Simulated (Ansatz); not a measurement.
**Geometry relaxation, with input and output: Rh**

Rh (I4/mmm, 2 atoms in the cell), computed with DFT r2SCAN, scalar-relativistic, plane waves, PAW, no spin polarisation (Ansatz 0.2.0).

The structure derives from a Materials Project entry. It belongs to a series of runs on one base structure; here: biaxial strain in the a-b plane, c and atoms relaxed: -1.0 %.

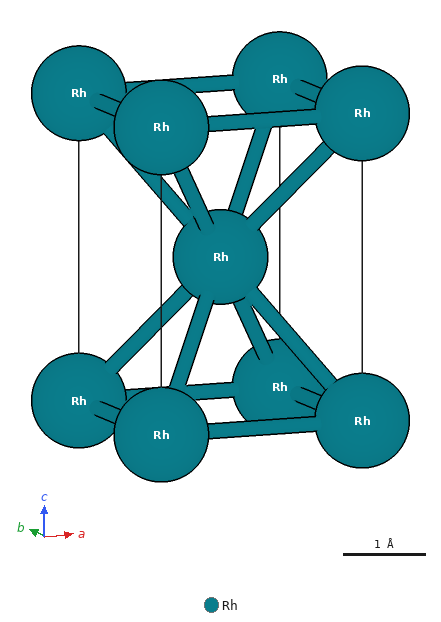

The structure as given in the input (ball-and-stick view of the cell of the calculation, seen slightly off an axis). An atom can appear more than once, as a periodic image. Near neighbours in the periodic cell (some may lie outside the picture): Rh has 12 Rh at 2.66 to 2.68 Å.

## Input file
```yaml
crystal:
  lattice:
    - [1.8809719866, 1.8809719866, 0.0]
    - [-1.8809719866, 1.8809719866, 0.0]
    - [0.0, 0.0, 3.8227430677]
  atoms:
    - { symbol: Rh, position: [0.0, 0.0, 0.0] }
    - { symbol: Rh, position: [0.5, 0.5, 0.5] }
basis:
  ecutwfc: 500
kpoints:
  mp_grid: { grid: [20, 20, 14] }
hamiltonian:
  xc: r2scan
scf:
  occupations: { method: gaussian, width: 0.1 }
output:
  forces: true
  stress: true
  eigenvalues: true
relax:
  adjacent_minimum: "off"
  f_tol: 0.008
  max_steps: 40
  cell: { stress_tol: 0.015, fix: [a, b, gamma] }
```

Run as:
```bash
ansatz run input.yaml --threads 1 --pin off --max-ram 2560MiB --backend cpu --events-out ev --progress --plain --runs-dir out
```

## The program's output
```
Engine: ansatz 0.2.0, x86_64-unknown-linux-gnu
Pseudopotentials: kind: paw
Pseudopotential: Rh, paw, valence charge 17, recommended cutoff 500 eV (meta_gga), Rh.paw.azcp
Functional definition: r2SCAN
  parameter k0 = 0.174
  parameter k1 = 0.065
  parameter a1 = 4.9479
  exchange = r2scan_x(k0 = k0, k1 = k1, a1 = a1)
  correlation = r2scan_c
Crystal: 2 atoms, lattice volume = 27.050 Å³
Basis set: ecut = 500 eV, 673 PW (Γ), exchange–correlation on 80×80×120 points (64 copies of the dense FFT grid, shifted against one another)
Bands: 21, of which v1, the nominal top of the filled ones, is band 17 counted from 1 (16 counted from 0)
Symmetry: 32 space group operations
Space group: I4/mmm (ITA 139), of the structure as read, at distance tolerance 3.0e-5 Å
k-points: 528 of 5600
Non-local potential: Rh, projectors of the file, l = 0: 3, l = 1: 2, l = 2: 2, l = 3: 1
PAW form: soft (Blöchl's): semilocal exchange-correlation on the pseudo side does not see the compensation charge
PAW frozen core: Rh, regenerated for the run's functional (the file was generated under x = pbe(κ = 0.804, μ = 0.2195149727645171), c = pbe(β = 0.06672455060314922))
PAW one-centre angular grid: Rh, 590 points (default); XC on 160 Gauss nodes
Initial density: superposition of atomic densities (neutral atoms: chi_scale 0, normalization atom), corrected by the library's trained network
Initial wavefunctions: pseudopotential atomic-orbital guess
Functional: x = r2scan, c = r2scan; τ floored in thin density (d = 2e-4 eV/Å³)
SCF iter   1: F=—  HF=-12830.520560 eV  |F-HF|=—  |Δ(HF+E_count)|=         —  Δρ=1.04e-2  dr2=8.04e-3  dr2_τ=2.08e-2  ethr=1.77e-3  ⟨swp⟩=5.1  Hψ=45854  notcnv=0
preconditioner: auto → none  [metal: Δε(μ)=0.007 eV  Ē_g=8.061 eV  σ=0.100 eV  W_gap=0.04  n_scr=6 (ndim 8)  ℏωp=30.3 eV  f_vac=0.000  D(μ)=2.31/eV (n_scr^D=28)  sad-step TF]
SCF iter   2: F=—  HF=-12830.544379 eV  |F-HF|=—  |Δ(HF+E_count)|=   2.38e-2  Δρ=6.61e-3  dr2=4.29e-3  dr2_τ=4.94e-4  ethr=2.37e-5  ⟨swp⟩=2.0  Hψ=20568  notcnv=0  defer=25
SCF iter   3: F=—  HF=-12830.545596 eV  |F-HF|=—  |Δ(HF+E_count)|=   1.22e-3  Δρ=2.60e-3  dr2=1.63e-3  dr2_τ=1.83e-4  ethr=1.26e-5  ⟨swp⟩=2.3  Hψ=17381  notcnv=0  defer=25
SCF iter   4: F=—  HF=-12830.545135 eV  |F-HF|=—  |Δ(HF+E_count)|=   4.61e-4  Δρ=4.08e-4  dr2=8.99e-6  dr2_τ=1.71e-5  ethr=4.79e-6  ⟨swp⟩=2.5  Hψ=17956  notcnv=0  defer=25
SCF iter   5: F=—  HF=-12830.545144 eV  |F-HF|=—  |Δ(HF+E_count)|=   9.33e-6  Δρ=1.24e-4  dr2=8.48e-7  dr2_τ=6.11e-7  ethr=2.64e-8  ⟨swp⟩=2.1  Hψ=18159  notcnv=0  defer=25
SCF iter   6: F=-12830.545145 eV  HF=-12830.545145 eV  |F-HF|=3.71e-9  |Δ(HF+E_count)|=   1.42e-6  Δρ=1.36e-5  dr2=1.33e-8  dr2_τ=2.24e-8  ethr=2.94e-10  ⟨swp⟩=7.0  Hψ=52144  notcnv=0
SCF 1 converged in 6 iterations: F = -12830.545145 eV  dr2 = 1.33e-8
  greatest PAW one-centre occupation: 1.000 electrons in one spin orbital (limit 2), on the Rh atom at site 1 (counted from 0), in its partial waves of l = 0
relax step   1: F+E_penalty+E_count = -12830.54514539 eV  Δ(F+E_penalty+E_count) = +0.000e0 eV  max|allowed force component| = 3.895e-30 eV/Å  Δτ_max = 0.0000 Å  P = +4.160 GPa  Ω = 27.050 Å³  fix = [a, b, gamma]  reactions: a +5.478, b +5.478 GPa  (6 SCF iters, dr2 threshold 1.00e-7 eV, accepted)
Crystal: 2 atoms, lattice volume = 27.195 Å³
Basis set: ecut = 500 eV, 675 PW (Γ), exchange–correlation on 80×80×120 points (64 copies of the dense FFT grid, shifted against one another)
Initial density: handed on by an earlier stage of this run
Initial wavefunctions: those handed on with the density
iter 1 solved again at ethr=7.78e-7 eV; its pass at ethr=3.10e-3 eV (dr2=2.64e-4 eV) is discarded
SCF iter   1: F=—  HF=-12830.542502 eV  |F-HF|=—  |Δ(HF+E_count)|=         —  Δρ=1.10e-3  dr2=2.73e-4  dr2_τ=3.09e-3  ethr=7.78e-7  ⟨swp⟩=2.9  Hψ=59486  notcnv=0
preconditioner: auto → none  [metal: Δε(μ)=0.006 eV  Ē_g=8.003 eV  σ=0.100 eV  W_gap=0.03  n_scr=6 (ndim 8)  ℏωp=30.2 eV  f_vac=0.000  D(μ)=2.30/eV (n_scr^D=28)]
SCF iter   2: F=—  HF=-12830.545411 eV  |F-HF|=—  |Δ(HF+E_count)|=   2.91e-3  Δρ=8.45e-4  dr2=1.53e-4  dr2_τ=2.20e-5  ethr=7.78e-7  ⟨swp⟩=2.0  Hψ=20106  notcnv=0
SCF iter   3: F=—  HF=-12830.545368 eV  |F-HF|=—  |Δ(HF+E_count)|=   4.25e-5  Δρ=3.10e-4  dr2=1.45e-5  dr2_τ=1.73e-6  ethr=4.50e-7  ⟨swp⟩=2.3  Hψ=16502  notcnv=0
SCF iter   4: F=—  HF=-12830.545370 eV  |F-HF|=—  |Δ(HF+E_count)|=   1.11e-6  Δρ=1.07e-4  dr2=2.22e-6  dr2_τ=1.79e-7  ethr=4.26e-8  ⟨swp⟩=2.0  Hψ=18317  notcnv=0
SCF iter   5: F=—  HF=-12830.545369 eV  |F-HF|=—  |Δ(HF+E_count)|=   2.32e-7  Δρ=5.45e-5  dr2=7.23e-7  dr2_τ=2.37e-8  ethr=6.53e-9  ⟨swp⟩=1.0  Hψ=11172  notcnv=0
SCF iter   6: F=—  HF=-12830.545369 eV  |F-HF|=—  |Δ(HF+E_count)|=   1.14e-7  Δρ=2.91e-5  dr2=2.06e-7  dr2_τ=7.08e-9  ethr=2.13e-9  ⟨swp⟩=1.4  Hψ=12912  notcnv=0
SCF iter   7: F=-12830.545369 eV  HF=-12830.545369 eV  |F-HF|=1.49e-8  |Δ(HF+E_count)|=   3.72e-8  Δρ=1.06e-5  dr2=2.70e-8  dr2_τ=9.56e-10  ethr=5.88e-10  ⟨swp⟩=4.0  Hψ=34725  notcnv=0
SCF 2 converged in 7 iterations: F = -12830.545369 eV  dr2 = 2.70e-8
relax step   2: F+E_penalty+E_count = -12830.54536915 eV  Δ(F+E_penalty+E_count) = -2.238e-4 eV  max|allowed force component| = 4.485e-30 eV/Å  Δτ_max = 0.0000 Å  P = +2.596 GPa  Ω = 27.195 Å³  energy of the carried Pulay correction = -3.218e-5 eV  fix = [a, b, gamma]  reactions: a +4.365, b +4.365 GPa  (7 SCF iters, dr2 threshold 2.00e-7 eV, accepted)
Crystal: 2 atoms, lattice volume = 27.139 Å³
iter 1 solved again at ethr=1.18e-7 eV; its pass at ethr=3.10e-3 eV (dr2=4.00e-5 eV) is discarded
SCF iter   1: F=—  HF=-12830.545129 eV  |F-HF|=—  |Δ(HF+E_count)|=         —  Δρ=3.99e-4  dr2=3.58e-5  dr2_τ=4.48e-4  ethr=1.18e-7  ⟨swp⟩=3.0  Hψ=58028  notcnv=0
preconditioner: auto → none  [metal: Δε(μ)=0.005 eV  Ē_g=8.027 eV  σ=0.100 eV  W_gap=0.03  n_scr=6 (ndim 8)  ℏωp=30.2 eV  f_vac=0.000  D(μ)=2.29/eV (n_scr^D=28)]
SCF iter   2: F=—  HF=-12830.545551 eV  |F-HF|=—  |Δ(HF+E_count)|=   4.22e-4  Δρ=3.07e-4  dr2=2.01e-5  dr2_τ=2.85e-6  ethr=1.05e-7  ⟨swp⟩=2.0  Hψ=20106  notcnv=0
SCF iter   3: F=—  HF=-12830.545545 eV  |F-HF|=—  |Δ(HF+E_count)|=   5.34e-6  Δρ=1.15e-4  dr2=1.93e-6  dr2_τ=2.38e-7  ethr=5.91e-8  ⟨swp⟩=2.3  Hψ=16540  notcnv=0
SCF iter   4: F=—  HF=-12830.545546 eV  |F-HF|=—  |Δ(HF+E_count)|=   2.24e-7  Δρ=4.06e-5  dr2=3.36e-7  dr2_τ=2.47e-8  ethr=5.67e-9  ⟨swp⟩=2.0  Hψ=18379  notcnv=0
SCF iter   5: F=-12830.545546 eV  HF=-12830.545546 eV  |F-HF|=6.24e-8  |Δ(HF+E_count)|=   4.15e-8  Δρ=2.06e-5  dr2=1.03e-7  dr2_τ=3.46e-9  ethr=5.88e-10  ⟨swp⟩=4.0  Hψ=38368  notcnv=0
SCF 3 converged in 5 iterations: F = -12830.545546 eV  dr2 = 1.03e-7
relax step   3: F+E_penalty+E_count = -12830.54554560 eV  Δ(F+E_penalty+E_count) = -1.764e-4 eV  max|allowed force component| = 1.972e-31 eV/Å  Δτ_max = 0.0000 Å  P = +3.186 GPa  Ω = 27.139 Å³  energy of the carried Pulay correction = -1.992e-5 eV  fix = [a, b, gamma]  reactions: a +4.784, b +4.784 GPa  (5 SCF iters, dr2 threshold 2.00e-7 eV, accepted)
Initial wavefunctions: pseudopotential atomic-orbital guess (no wavefunctions were taken with the density)
iter 1 solved again at ethr=2.31e-8 eV; its pass at ethr=3.10e-3 eV (dr2=7.84e-6 eV) is discarded
SCF iter   1: F=—  HF=-12830.545566 eV  |F-HF|=—  |Δ(HF+E_count)|=         —  Δρ=2.23e-5  dr2=1.12e-7  dr2_τ=2.69e-8  ethr=2.31e-8  ⟨swp⟩=3.7  Hψ=80112  notcnv=0
preconditioner: auto → none  [metal: Δε(μ)=0.005 eV  Ē_g=8.025 eV  σ=0.100 eV  W_gap=0.03  n_scr=6 (ndim 8)  ℏωp=30.2 eV  f_vac=0.000  D(μ)=2.29/eV (n_scr^D=28)]
SCF iter   2: F=—  HF=-12830.545566 eV  |F-HF|=—  |Δ(HF+E_count)|=   3.78e-7  Δρ=7.95e-6  dr2=8.31e-9  dr2_τ=4.78e-9  ethr=3.29e-10  ⟨swp⟩=2.0  Hψ=18573  notcnv=0
SCF iter   3: F=—  HF=-12830.545566 eV  |F-HF|=—  |Δ(HF+E_count)|=  1.67e-10  Δρ=3.63e-6  dr2=9.99e-10  dr2_τ=4.66e-10  ethr=2.44e-11  ⟨swp⟩=2.1  Hψ=16569  notcnv=0
SCF iter   4: F=—  HF=-12830.545566 eV  |F-HF|=—  |Δ(HF+E_count)|=   1.02e-9  Δρ=5.33e-7  dr2=3.23e-11  dr2_τ=6.76e-12  ethr=2.94e-12  ⟨swp⟩=2.6  Hψ=19382  notcnv=0
SCF iter   5: F=-12830.545566 eV  HF=-12830.545566 eV  |F-HF|=3.64e-12  |Δ(HF+E_count)|=  7.28e-12  Δρ=8.81e-8  dr2=1.12e-12  dr2_τ=8.89e-14  ethr=1.00e-12  ⟨swp⟩=4.1  Hψ=48300  notcnv=0
SCF 4 converged in 5 iterations: F = -12830.545566 eV  dr2 = 1.12e-12
relax step   4: F+E_penalty+E_count = -12830.54556630 eV  Δ(F+E_penalty+E_count) = -2.070e-5 eV  max|allowed force component| = 1.575e-30 eV/Å  Δτ_max = 0.0000 Å  P = +3.187 GPa  Ω = 27.139 Å³  fix = [a, b, gamma]  reactions: a +4.785, b +4.785 GPa  stress off target by 8.71e-3 GPa on what of the cell is left free  SCF on the basis re-selected at this cell (its energy is not comparable with the rows above)  (5 SCF iters)
```

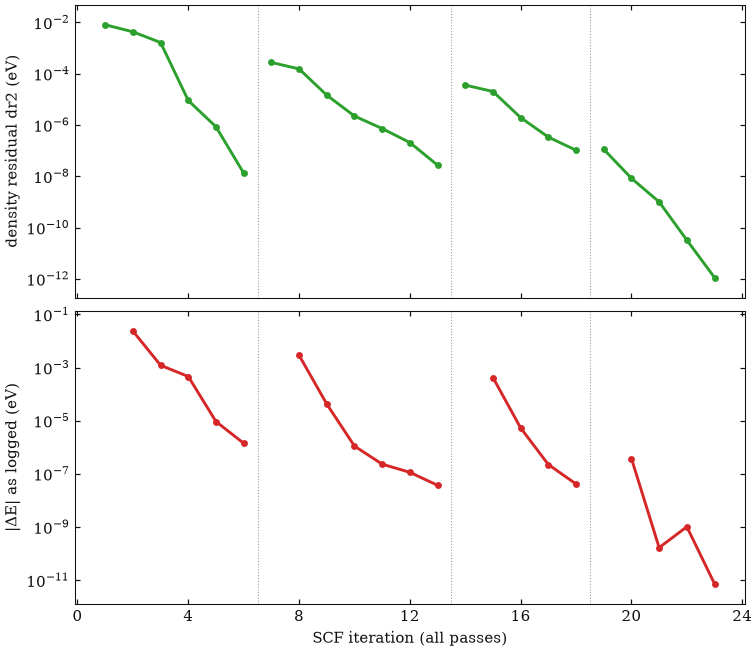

Convergence of the self-consistent field: density residual dr2 and size of the energy change against the SCF iteration. The dotted lines part the SCF passes of the relaxation: geometry steps, rejected trials and re-solves on a re-selected basis. The passes take 6, 7, 5 and 5 iterations.

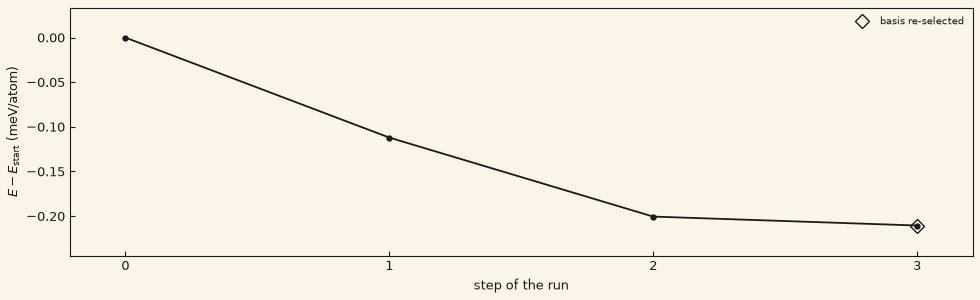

Progress of the relaxation, step by step (the first geometry is step 0 here and step 1 in the log). The atoms keep their places relative to the cell (all moves are under 0.005 Å). The energy falls by 0.2 meV per atom in 2 geometry steps. All forces vanish by symmetry, so only the cell relaxes. Pressure: 4.16 GPa at the start and 3.19 GPa at the end. A last SCF at the same geometry on a re-selected plane-wave basis shifts the energy by next to nothing (0.0 meV per atom).

```
basis re-selected at this cell: Δ(F+E_penalty+E_count) = -2.070e-5 eV, ΔP = +0.001 GPa vs the last step (what re-selecting the basis moved, of the pressure what is left beyond the Pulay correction that the steps carried, after the strain that the cell walked since its last selection, with what the two solves' SCF thresholds leave and, on support functions, any second-order correction that the steps lacked; it is no measure of the basis error at this ecutwfc). This SCF's stress stands 8.71e-3 GPa from its target on what of the cell is left free (relax.cell.stress_tol is 1.50e-2 GPa) and its largest allowed force component is 1.57e-30 eV/Å (relax.f_tol is 8.00e-3 eV/Å): within both
SCF converged after 5 iterations
Free energy (F): -12830.545566 eV
Harris-Foulkes:  -12830.545566 eV  (|F-HF|=3.64e-12)
Internal energy: -12830.534093 eV  (E = F + TS)
E sigma→0 (E₀):  -12830.539829 eV
Entropy (-TS):   -0.011474 eV (-5.737 meV/atom)
Fermi energy:    22.582579 eV
--- Per-component energies (eV) ---
  E_band       = -193.715622
  E_kinetic    = 1147.297155
  E_local      = -3096.303230  (includes V_loc(G=0)·N_el)
  E_nonlocal   = 710.707329
  E_hartree    = 1090.188945
  E_xc         = -434.008229
  E_vxc        = -628.829781  (∫ρ·V_xc dr)
  E_paw        = -7208.463143  (= ΣΔE_a)
  E_vpaw       = -549.495163  (= ΣTr[D̂ρ^β])
  E_aug_tail   = 0.001314  (compensation charges beyond the density's cutoff)
  E_vtau       = 42.528927  (kinetic-family band-sum trace: ∫τ·v_τ [+ j·A + Jᵃ·Aᵃ] dr)
  E_ewald      = -5039.214316
  E_core_change = -0.739919  (= ΣΔE_core)
  E_smearing   = -0.011474  (= −TS)
  E_closure    = -0.000000  (closes the sum)
  Σ components = -12830.545566   (vs F -12830.545566, Δ=0.00e0)
--- Forces (eV/Å), atoms counted from 1 ---
  atom   1  Rh     0.00000000    -0.00000000     0.00000000
  atom   2  Rh     0.00000000    -0.00000000     0.00000000
  max |Σ_I F_I| component: 3.46e-29 eV/Å
--- Stress (GPa, compression-positive) ---
        4.785184       0.000000       0.000000
        0.000000       4.785184       0.000000
        0.000000       0.000000      -0.008713
  P = ⅓ Tr σ = 3.1872 GPa (31.872 kbar)
--- Band table (eV; the first three rows and the last of 528) ---
  k-point 0: bands = ["-58.5970", "-58.4310", "-25.9813", "-25.4912", "-25.4912", "-25.2238", "-25.2122", "-25.2122", "14.3386", "15.9284", "16.3117", "19.2066", "19.4285", "19.4285", "21.3556", "21.6221", "23.1223", "23.6429", "23.6429", "25.8150", "35.2710"]
  k-point 1: bands = ["-58.5949", "-58.4331", "-25.9724", "-25.4878", "-25.4878", "-25.2340", "-25.2157", "-25.2157", "14.4097", "15.9672", "16.3410", "19.1603", "19.4658", "19.4658", "21.3037", "21.6391", "23.1013", "23.5598", "23.5598", "25.5246", "35.6164"]
  k-point 2: bands = ["-58.5888", "-58.4393", "-25.9460", "-25.4776", "-25.4776", "-25.2637", "-25.2262", "-25.2262", "14.6197", "16.0798", "16.4283", "19.0257", "19.5769", "19.5769", "21.1545", "21.6896", "23.0400", "23.3240", "23.3240", "24.7708", "36.5272"]
  k-point 527: bands = ["-58.4201", "-58.4201", "-25.7610", "-25.7610", "-25.7610", "-25.7610", "-25.5186", "-25.5186", "17.2224", "17.2224", "18.5927", "18.5927", "18.5927", "18.5927", "21.2555", "21.2555", "23.7627", "23.7627", "32.7994", "32.7994", "32.7994"]
--- Relaxed structure (3 steps of the walk, 3 accepted, 1 SCFs on fresh bases) ---
  F+E_penalty+E_count = -12830.54556630 eV   max|allowed force component| = 1.575e-30 eV/Å   (the final SCF, on the basis selected at the relaxed cell)
  cell:  # Å, volume = 27.1394 Å³
    - [1.8809719866, 1.8809719866, 0.0]
    - [-1.8809719866, 1.8809719866, 0.0]
    - [0.0, 0.0, 3.835360855121077]
  atoms:
    - { symbol: Rh, position: [0.0, 0.0, 0.0] }
    - { symbol: Rh, position: [0.5, 0.5, 0.5] }
```

## Trajectory as extended XYZ (Å, eV, eV/Å), 4 frames, from step=1 to step=4
```
2
Lattice="1.8810 1.8810 0.0000 -1.8810 1.8810 0.0000 0.0000 0.0000 3.8227" Properties=species:S:1:pos:R:3:forces:R:3 step=1 energy=-12830.54515 pressure_GPa=4.16
Rh    0.0000    0.0000    0.0000    0.0000   0.0000   0.0000
Rh    0.0000    1.8810    1.9114    0.0000   0.0000   0.0000
2
Lattice="1.8810 1.8810 0.0000 -1.8810 1.8810 0.0000 0.0000 0.0000 3.8432" Properties=species:S:1:pos:R:3:forces:R:3 step=2 energy=-12830.54537 pressure_GPa=2.60
Rh    0.0000    0.0000    0.0000    0.0000   0.0000   0.0000
Rh    0.0000    1.8810    1.9216    0.0000   0.0000   0.0000
2
Lattice="1.8810 1.8810 0.0000 -1.8810 1.8810 0.0000 0.0000 0.0000 3.8354" Properties=species:S:1:pos:R:3:forces:R:3 step=3 energy=-12830.54555 pressure_GPa=3.19
Rh    0.0000    0.0000    0.0000    0.0000   0.0000   0.0000
Rh    0.0000    1.8810    1.9177    0.0000   0.0000   0.0000
2
Lattice="1.8810 1.8810 0.0000 -1.8810 1.8810 0.0000 0.0000 0.0000 3.8354" Properties=species:S:1:pos:R:3:forces:R:3 step=4 energy=-12830.54557 pressure_GPa=3.19
Rh    0.0000    0.0000    0.0000    0.0000   0.0000   0.0000
Rh    0.0000    1.8810    1.9177    0.0000   0.0000   0.0000
```

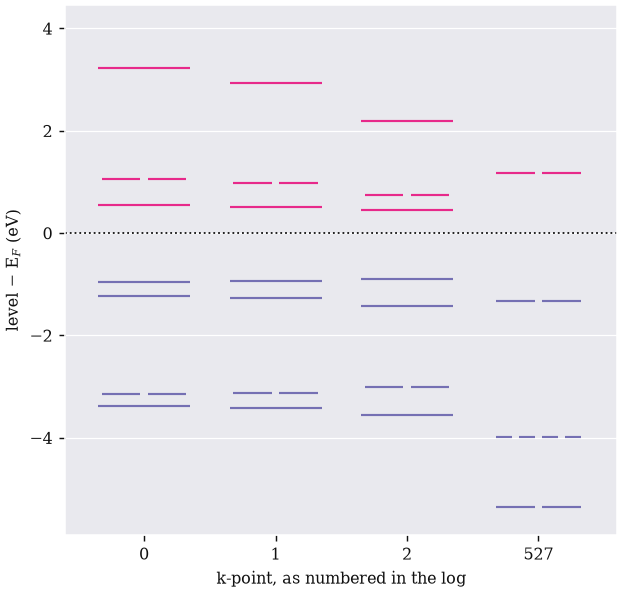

Kohn–Sham levels near the Fermi level (dotted) at the few k-points that the log prints; levels within 0.02 eV of each other stand side by side. The system is metallic on the full mesh.

## Summary

```csv
quantity,value
outcome,converged
space group (tolerance 0.01 Å),I4/mmm (139)
electrons treated,34
free energy,−12830.5456 eV
Fermi energy,22.583 eV
gap on the k-point mesh,none (metallic)
pressure,3.19 GPa
final volume,27.14 Å³
largest force (length of the vector) at the end,under 0.001 eV/Å
final cell,"a = 2.660 Å, b = 2.660 Å, c = 3.835 Å, α = 90.00°, β = 90.00°, γ = 90.00°"
hardware,"1 thread of AMD EPYC (Zen 3), 189 GiB of memory available, shared host"
wall time,3.7 min
peak memory,0.66 GiB
```
